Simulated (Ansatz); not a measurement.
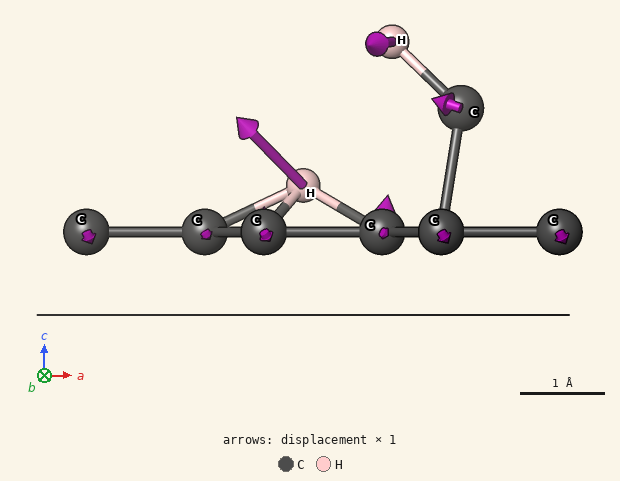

A relaxation of a slab of composition H$_{2}$C$_{19}$. The starting structure is drawn; purple arrows show the displacements, at their true length.

The picture is a ball-and-stick view of the cell of the calculation, outlined in the plane, without the vacuum (origin shifted), seen along the b axis.

It is CH2 on graphene monolayer, set down by a guess. The run prepares an end point of a later path (dissociation) calculation, from a guessed geometry.

All numbers below come from Ansatz 0.2.0, DFT PBEsol, scalar-relativistic, plane waves, PAW. (plane-wave cutoff 420 eV; k-point mesh 2 × 2 × 1; occupations gaussian; smearing width 0.02 eV; no spin polarisation; atoms relaxed in a fixed cell; force threshold 0.03 eV/Å; at most 60 steps)

> Which element moves most?

Hydrogen: up to 1.38 Å, against 0.48 Å for carbon.

> What did the optimiser do to the structure, and how much energy did it gain?

The atom that moves furthest relative to the layer's centre is an H atom (1.38 Å at 53° to the normal (+c side)). Largest moves by element: H 1.38 Å, C 0.48 Å. The cell doesn't change. Some distances before and after: C–H 1.375 → 2.057 Å, C–H 1.375 → 2.003 Å, C–C 1.949 → 2.479 Å, C–C 1.949 → 1.471 Å. New bonds form: C–C (1.95 → 1.47 Å). Bond angles that change, for instance: C–C–H 149.5° → 97.1°, C–C–H 64.5° → 102.1°, C–C–H 64.5° → 99.4°. Over 11 accepted moves (12 points after the start) the energy falls by 5.207 eV per cell of the calculation. Largest force component: 4.4 eV/Å at the start, 0.02 eV/Å at the end. The line search rejected the trial step at point 9 of the run.

Limits of the set-up: the periodic images lie only 7.4 Å apart, so the values are limited by the cell's size.
